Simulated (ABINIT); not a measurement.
# Geometry relaxation of ZrC (part 1 of 2)

The run: geometry relaxation of ZrC (2 atoms in the cell). Method and program: Kohn-Sham DFT of a periodic cell, LDA, PseudoDojo NC SR LDA v0.4.1 standard, no spin polarisation (ABINIT 10.8.3).

The structure derives from an entry of the Crystallography Open Database.

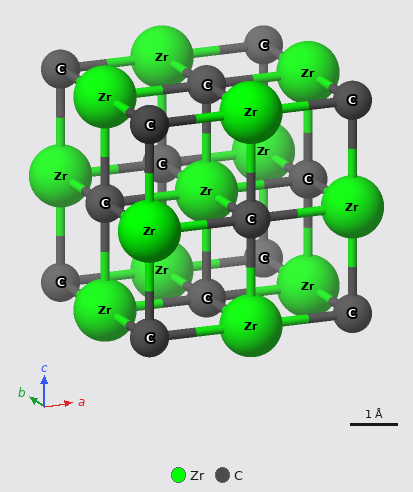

*The structure as given in the input (ball-and-stick view of the cell 4 times as large as that of the calculation, set on its symmetry axes, seen slightly off an axis). An atom can appear more than once, as a periodic image.*

### Input
```
pp_dirpath "./"
pseudos "Zr.upf, C.upf"

acell 3*1.0 Angstrom
rprim
     0.0000000000     2.3650000000     2.3650000000
     2.3650000000     0.0000000000     2.3650000000
     2.3650000000     2.3650000000     0.0000000000
ntypat 2
znucl 40 6
natom 2
typat 1 2
chkprim 0
chksymtnons 0
tolsym 1.0e-6
xred
            1/2            1/2            1/2
            0.0            0.0            0.0

ecut 1115.666836 eV
ecutsm 0.5

kptopt 1
ngkpt 8 8 8
nshiftk 1
shiftk 0.0 0.0 0.0

ixc 7

nband 12
occopt 3
tsmear 0.00183747

nstep 80
tolvrs 1.0e-12

iomode 3
prteig 0
prtebands 0
prtwf 0
prtden 0

ionmov 2
optcell 2
ntime 50
tolmxf 2.0e-5
dilatmx 1.08
```

Command:
```bash
mpirun --bind-to none -np 4 abinit run.abi > log 2>&1
```

### The program's output
```
.Version 10.8.3 of ABINIT
 Symmetries : space group Fm -3 m (#225); Bravais cF (face-center cubic)
================================================================================
 Values of the parameters that define the memory need of the present run
     intxc =       0    ionmov =       2      iscf =       7    lmnmax =       6
     lnmax =       6     mgfft =      40  mpssoang =       3    mqgrid =    3001
     natom =       2  nloc_mem =       1    nspden =       1   nspinor =       1
    nsppol =       1      nsym =      48    n1xccc =    2501    ntypat =       2
    occopt =       3   xclevel =       1
       mpw =        2840          nfft =       64000          nkpt =          29
================================================================================
================================================================================

--------------------------------------------------------------------------------
------------- Echo of variables that govern the present computation ------------
--------------------------------------------------------------------------------
 -outvars: echo values of preprocessed input variables --------
            acell      1.8897261259E+00  1.8897261259E+00  1.8897261259E+00 Bohr
              amu      9.12240000E+01  1.20110000E+01
          chkprim           0
      chksymtnons           0
          dilatmx      1.08000000E+00
             ecut      4.10000000E+01 Hartree
           ecutsm      5.00000000E-01 Hartree
           ionmov           2
              ixc           7
         kptrlatt        8    0    0      0    8    0      0    0    8
          kptrlen      5.05632519E+01
            natom           2
            nband          12
            ngfft          40      40      40
             nkpt          29
            nstep          80
             nsym          48
            ntime          50
           ntypat           2
           occopt           3
          optcell           2
           prtden           0
        prtebands           0
           prteig           0
            prtwf           0
            rprim      0.0000000000E+00  2.3650000000E+00  2.3650000000E+00
                       2.3650000000E+00  0.0000000000E+00  2.3650000000E+00
                       2.3650000000E+00  2.3650000000E+00  0.0000000000E+00
          spgroup         225
           tolmxf      2.00000000E-05
           tolsym      1.00000000E-06
           tolvrs      1.00000000E-12
           tsmear      1.83747000E-03 Hartree
            typat      1  2
           xangst      2.3650000000E+00  2.3650000000E+00  2.3650000000E+00
                       0.0000000000E+00  0.0000000000E+00  0.0000000000E+00
            xcart      4.4692022878E+00  4.4692022878E+00  4.4692022878E+00
                       0.0000000000E+00  0.0000000000E+00  0.0000000000E+00
             xred      5.0000000000E-01  5.0000000000E-01  5.0000000000E-01
                       0.0000000000E+00  0.0000000000E+00  0.0000000000E+00
            znucl       40.00000    6.00000

================================================================================

 chkinp: Checking input parameters for consistency.

================================================================================
== DATASET  1 ==================================================================

--- !DatasetInfo
iteration_state: {dtset: 1, }
dimensions: {natom: 2, nkpt: 29, mband: 12, nsppol: 1, nspinor: 1, nspden: 1, mpw: 2840, }
cutoff_energies: {ecut:  41.0, pawecutdg:  -1.0, }
electrons: {nelect:   1.60000000E+01, charge:   0.00000000E+00, occopt:   3.00000000E+00, tsmear:   1.83747000E-03, }
meta: {optdriver: 0, ionmov: 2, optcell: 2, iscf: 7, paral_kgb: 0, }
...

 Exchange-correlation functional for the present dataset will be:
  LDA: Perdew-Wang 92 LSD fit to Ceperley-Alder data - ixc=7
  J.P.Perdew and Y.Wang, PRB 45, 13244 (1992)

 Real(R)+Recip(G) space primitive vectors, cartesian coordinates (Bohr,Bohr^-1):
 R(1)=  0.0000000  4.4692023  4.4692023  G(1)= -0.1118768  0.1118768  0.1118768
 R(2)=  4.4692023  0.0000000  4.4692023  G(2)=  0.1118768 -0.1118768  0.1118768
 R(3)=  4.4692023  4.4692023  0.0000000  G(3)=  0.1118768  0.1118768 -0.1118768
 Unit cell volume ucvol=  1.7853363E+02 bohr^3
 Angles (23,13,12)=  6.00000000E+01  6.00000000E+01  6.00000000E+01 degrees

 getcut: wavevector=  0.0000  0.0000  0.0000  ngfft=  40  40  40
         ecut(hartree)=     47.822   => boxcut(ratio)=   2.03298

--- Pseudopotential description ------------------------------------------------
- pspini: atom type   1  psp file is ./Zr.upf
  40.00000  12.00000  180309                  znucl, zion, pspdat
12 -1012 2 -1 1584                            pspcod,pspxc,lmax,lloc,mmax
     nproj     2     2     2

- pspini: atom type   2  psp file is ./C.upf
   6.00000   4.00000  180309                  znucl, zion, pspdat
12 -1012 1 -1 1234                            pspcod,pspxc,lmax,lloc,mmax
     nproj     2     2     0

   3.71618947E+02                                ecore*ucvol(ha*bohr**3)
--------------------------------------------------------------------------------

================================================================================

=== [ionmov= 2] Broyden-Fletcher-Goldfarb-Shanno method (forces)
================================================================================

--- Iteration: ( 1/50) Internal Cycle: (1/1)
--------------------------------------------------------------------------------

---SELF-CONSISTENT-FIELD CONVERGENCE--------------------------------------------

--- !BeginCycle
iteration_state: {dtset: 1, itime: 1, icycle: 1, }
solver: {iscf: 7, nstep: 80, nline: 4, wfoptalg: 0, }
tolerances: {tolvrs: 1.00E-12, }
...

     iter   Etot(hartree)      deltaE(h)  residm     vres2
 ETOT  1  -56.575626318862    -5.658E+01 8.303E-02 1.267E+03
 ETOT  2  -56.452297483244     1.233E-01 7.730E-02 2.267E+03
 ETOT  3  -56.783030967206    -3.307E-01 2.402E-02 1.634E+00
 ETOT  4  -56.783337563277    -3.066E-04 3.010E-03 1.084E+00
 ETOT  5  -56.783322090689     1.547E-05 6.624E-04 1.174E+00
 ETOT  6  -56.783488184930    -1.661E-04 5.374E-04 1.654E-01
 ETOT  7  -56.783516429124    -2.824E-05 1.109E-04 1.798E-05
 ETOT  8  -56.783516439842    -1.072E-08 7.452E-05 1.680E-05
 ETOT  9  -56.783516442618    -2.777E-09 1.026E-04 4.770E-07
 ETOT 10  -56.783516442674    -5.580E-11 5.150E-05 2.168E-08
 ETOT 11  -56.783516442677    -3.013E-12 9.769E-05 2.584E-10
 ETOT 12  -56.783516442678    -1.499E-12 4.813E-05 4.850E-11
 ETOT 13  -56.783516442678     3.766E-13 9.044E-05 9.932E-15

 At SCF step   13       vres2   =  9.93E-15 < tolvrs=  1.00E-12 =>converged.

 Cartesian components of stress tensor (hartree/bohr^3)
  sigma(1 1)=  4.15071816E-04  sigma(3 2)=  0.00000000E+00
  sigma(2 2)=  4.15071816E-04  sigma(3 1)=  0.00000000E+00
  sigma(3 3)=  4.15071816E-04  sigma(2 1)=  0.00000000E+00

--- !ResultsGS
iteration_state: {dtset: 1, itime: 1, icycle: 1, }
comment   : Summary of ground state results
lattice_vectors:
- [  0.0000000,   4.4692023,   4.4692023, ]
- [  4.4692023,   0.0000000,   4.4692023, ]
- [  4.4692023,   4.4692023,   0.0000000, ]
lattice_lengths: [   6.32041,    6.32041,    6.32041, ]
lattice_angles: [ 60.000,  60.000,  60.000, ] # degrees, (23, 13, 12)
lattice_volume:   1.7853363E+02
convergence: {deltae:  3.766E-13, res2:  9.932E-15, residm:  9.044E-05, diffor: null, }
etotal    :  -5.67835164E+01
entropy   :   0.00000000E+00
fermie    :   3.96619162E-01
cartesian_stress_tensor: # hartree/bohr^3
- [  4.15071816E-04,   0.00000000E+00,   0.00000000E+00, ]
- [  0.00000000E+00,   4.15071816E-04,   0.00000000E+00, ]
- [  0.00000000E+00,   0.00000000E+00,   4.15071816E-04, ]
pressure_GPa:  -1.2212E+01
xred      :
- [  5.0000E-01,   5.0000E-01,   5.0000E-01, Zr]
- [  0.0000E+00,   0.0000E+00,   0.0000E+00,  C]
cartesian_forces: # hartree/bohr
- [ -0.00000000E+00,  -0.00000000E+00,  -0.00000000E+00, ]
- [ -0.00000000E+00,  -0.00000000E+00,  -0.00000000E+00, ]
force_length_stats: {min:   0.00000000E+00, max:   0.00000000E+00, mean:   0.00000000E+00, }
...

 Integrated electronic density in atomic spheres:
 ------------------------------------------------
 Atom  Sphere_radius  Integrated_density
    1        2.00000          8.36940672
    2        2.00000          3.77605448

---OUTPUT-----------------------------------------------------------------------

 Cartesian coordinates (xcart) [bohr]
  4.46920228777191E+00  4.46920228777191E+00  4.46920228777191E+00
  0.00000000000000E+00  0.00000000000000E+00  0.00000000000000E+00
 Reduced coordinates (xred)
  5.00000000000000E-01  5.00000000000000E-01  5.00000000000000E-01
  0.00000000000000E+00  0.00000000000000E+00  0.00000000000000E+00
 Cartesian forces (fcart) [Ha/bohr]; max,rms= 0.00000E+00 0.00000E+00 (free atoms)
 -0.00000000000000E+00 -0.00000000000000E+00 -0.00000000000000E+00
 -0.00000000000000E+00 -0.00000000000000E+00 -0.00000000000000E+00
 Gradient of E wrt nuclear positions in reduced coordinates (gred)
  0.00000000000000E+00  0.00000000000000E+00  0.00000000000000E+00
  0.00000000000000E+00  0.00000000000000E+00  0.00000000000000E+00
 Scale of Primitive Cell (acell) [bohr]
  1.88972612590778E+00  1.88972612590778E+00  1.88972612590778E+00
 Real space primitive translations (rprimd) [bohr]
  0.00000000000000E+00  4.46920228777191E+00  4.46920228777191E+00
  4.46920228777191E+00  0.00000000000000E+00  4.46920228777191E+00
  4.46920228777191E+00  4.46920228777191E+00  0.00000000000000E+00
 Unitary Cell Volume (ucvol) [Bohr^3]=  1.78533629016202E+02
 Angles (23,13,12)= [degrees]
  6.00000000000000E+01  6.00000000000000E+01  6.00000000000000E+01
 Lengths [Bohr]
  6.32040648835589E+00  6.32040648835589E+00  6.32040648835589E+00
 Stress tensor in cartesian coordinates (strten) [Ha/bohr^3]
  4.15071816000522E-04  0.00000000000000E+00  0.00000000000000E+00
  0.00000000000000E+00  4.15071816000520E-04  0.00000000000000E+00
  0.00000000000000E+00  0.00000000000000E+00  4.15071816000520E-04
 Total energy (etotal) [Ha]= -5.67835164426780E+01

--- Iteration: ( 2/50) Internal Cycle: (1/1)
--------------------------------------------------------------------------------

---SELF-CONSISTENT-FIELD CONVERGENCE--------------------------------------------

--- !BeginCycle
iteration_state: {dtset: 1, itime: 2, icycle: 1, }
solver: {iscf: 7, nstep: 80, nline: 4, wfoptalg: 0, }
tolerances: {tolvrs: 1.00E-12, }
...

     iter   Etot(hartree)      deltaE(h)  residm     vres2
 ETOT  1  -56.781878811735    -5.678E+01 1.318E-04 3.566E+01
 ETOT  2  -56.782182512393    -3.037E-04 1.748E-04 2.234E+01
 ETOT  3  -56.784929820790    -2.747E-03 9.575E-05 3.011E+00
 ETOT  4  -56.785385502118    -4.557E-04 9.279E-05 5.503E-03
 ETOT  5  -56.785386311954    -8.098E-07 5.080E-05 3.690E-05
 ETOT  6  -56.785386315908    -3.954E-09 6.060E-05 1.646E-06
 ETOT  7  -56.785386316159    -2.510E-10 3.541E-05 1.558E-08
 ETOT  8  -56.785386316164    -4.782E-12 4.241E-05 9.787E-12
 ETOT  9  -56.785386316164     4.405E-13 2.432E-05 9.660E-13

 At SCF step    9       vres2   =  9.66E-13 < tolvrs=  1.00E-12 =>converged.

 Cartesian components of stress tensor (hartree/bohr^3)
  sigma(1 1)=  1.43890467E-04  sigma(3 2)=  0.00000000E+00
  sigma(2 2)=  1.43890467E-04  sigma(3 1)=  0.00000000E+00
  sigma(3 3)=  1.43890467E-04  sigma(2 1)=  0.00000000E+00

--- !ResultsGS
iteration_state: {dtset: 1, itime: 2, icycle: 1, }
comment   : Summary of ground state results
lattice_vectors:
- [  0.0000000,   4.4135511,   4.4135511, ]
- [  4.4135511,   0.0000000,   4.4135511, ]
- [  4.4135511,   4.4135511,   0.0000000, ]
lattice_lengths: [   6.24170,    6.24170,    6.24170, ]
lattice_angles: [ 60.000,  60.000,  60.000, ] # degrees, (23, 13, 12)
lattice_volume:   1.7194695E+02
convergence: {deltae:  4.405E-13, res2:  9.660E-13, residm:  2.432E-05, diffor: null, }
etotal    :  -5.67853863E+01
entropy   :   0.00000000E+00
fermie    :   4.15060403E-01
cartesian_stress_tensor: # hartree/bohr^3
- [  1.43890467E-04,   0.00000000E+00,   0.00000000E+00, ]
- [  0.00000000E+00,   1.43890467E-04,   0.00000000E+00, ]
- [  0.00000000E+00,   0.00000000E+00,   1.43890467E-04, ]
pressure_GPa:  -4.2334E+00
xred      :
- [  5.0000E-01,   5.0000E-01,   5.0000E-01, Zr]
- [  0.0000E+00,   0.0000E+00,   0.0000E+00,  C]
cartesian_forces: # hartree/bohr
- [ -0.00000000E+00,  -0.00000000E+00,  -0.00000000E+00, ]
- [ -0.00000000E+00,  -0.00000000E+00,  -0.00000000E+00, ]
force_length_stats: {min:   0.00000000E+00, max:   0.00000000E+00, mean:   0.00000000E+00, }
...

 Integrated electronic density in atomic spheres:
 ------------------------------------------------
 Atom  Sphere_radius  Integrated_density
    1        2.00000          8.40504953
    2        2.00000          3.83544573

---OUTPUT-----------------------------------------------------------------------

 Cartesian coordinates (xcart) [bohr]
  4.41355109048213E+00  4.41355109048213E+00  4.41355109048213E+00
  0.00000000000000E+00  0.00000000000000E+00  0.00000000000000E+00
 Reduced coordinates (xred)
  5.00000000000000E-01  5.00000000000000E-01  5.00000000000000E-01
  0.00000000000000E+00  0.00000000000000E+00  0.00000000000000E+00
 Cartesian forces (fcart) [Ha/bohr]; max,rms= 0.00000E+00 0.00000E+00 (free atoms)
 -0.00000000000000E+00 -0.00000000000000E+00 -0.00000000000000E+00
 -0.00000000000000E+00 -0.00000000000000E+00 -0.00000000000000E+00
 Gradient of E wrt nuclear positions in reduced coordinates (gred)
  0.00000000000000E+00  0.00000000000000E+00  0.00000000000000E+00
  0.00000000000000E+00  0.00000000000000E+00  0.00000000000000E+00
 Scale of Primitive Cell (acell) [bohr]
  6.24170381038639E+00  6.24170381038639E+00  6.24170381038639E+00
 Real space primitive translations (rprimd) [bohr]
  0.00000000000000E+00  4.41355109048213E+00  4.41355109048213E+00
  4.41355109048213E+00  0.00000000000000E+00  4.41355109048213E+00
  4.41355109048213E+00  4.41355109048213E+00  0.00000000000000E+00
 Unitary Cell Volume (ucvol) [Bohr^3]=  1.71946947533439E+02
 Angles (23,13,12)= [degrees]
  6.00000000000000E+01  6.00000000000000E+01  6.00000000000000E+01
 Lengths [Bohr]
  6.24170381038639E+00  6.24170381038639E+00  6.24170381038639E+00
 Stress tensor in cartesian coordinates (strten) [Ha/bohr^3]
  1.43890466693102E-04  0.00000000000000E+00  0.00000000000000E+00
  0.00000000000000E+00  1.43890466693102E-04  0.00000000000000E+00
  0.00000000000000E+00  0.00000000000000E+00  1.43890466693098E-04
 Total energy (etotal) [Ha]= -5.67853863161635E+01

 Difference of energy with previous step (new-old):
           Absolute (Ha)=-1.86987E-03
           Relative     =-3.29293E-05

--- Iteration: ( 3/50) Internal Cycle: (1/1)
--------------------------------------------------------------------------------

---SELF-CONSISTENT-FIELD CONVERGENCE--------------------------------------------

--- !BeginCycle
iteration_state: {dtset: 1, itime: 3, icycle: 1, }
solver: {iscf: 7, nstep: 80, nline: 4, wfoptalg: 0, }
tolerances: {tolvrs: 1.00E-12, }
...

     iter   Etot(hartree)      deltaE(h)  residm     vres2
 ETOT  1  -56.784784522647    -5.678E+01 1.110E-01 8.622E+00
 ETOT  2  -56.784912857402    -1.283E-04 4.829E-05 4.893E+00
 ETOT  3  -56.785494624375    -5.818E-04 3.809E-05 7.492E-01
 ETOT  4  -56.785606431436    -1.118E-04 9.687E-06 1.485E-03
 ETOT  5  -56.785606646132    -2.147E-07 1.016E-05 9.625E-06
 ETOT  6  -56.785606647173    -1.041E-09 4.480E-06 2.351E-07
 ETOT  7  -56.785606647209    -3.593E-11 5.538E-06 2.178E-09
 ETOT  8  -56.785606647212    -2.522E-12 2.944E-06 1.474E-12
 ETOT  9  -56.785606647210     1.393E-12 3.474E-06 1.334E-13

 At SCF step    9       vres2   =  1.33E-13 < tolvrs=  1.00E-12 =>converged.

 Cartesian components of stress tensor (hartree/bohr^3)
  sigma(1 1)= -1.03583539E-05  sigma(3 2)=  0.00000000E+00
  sigma(2 2)= -1.03583539E-05  sigma(3 1)=  0.00000000E+00
  sigma(3 3)= -1.03583539E-05  sigma(2 1)=  0.00000000E+00
```
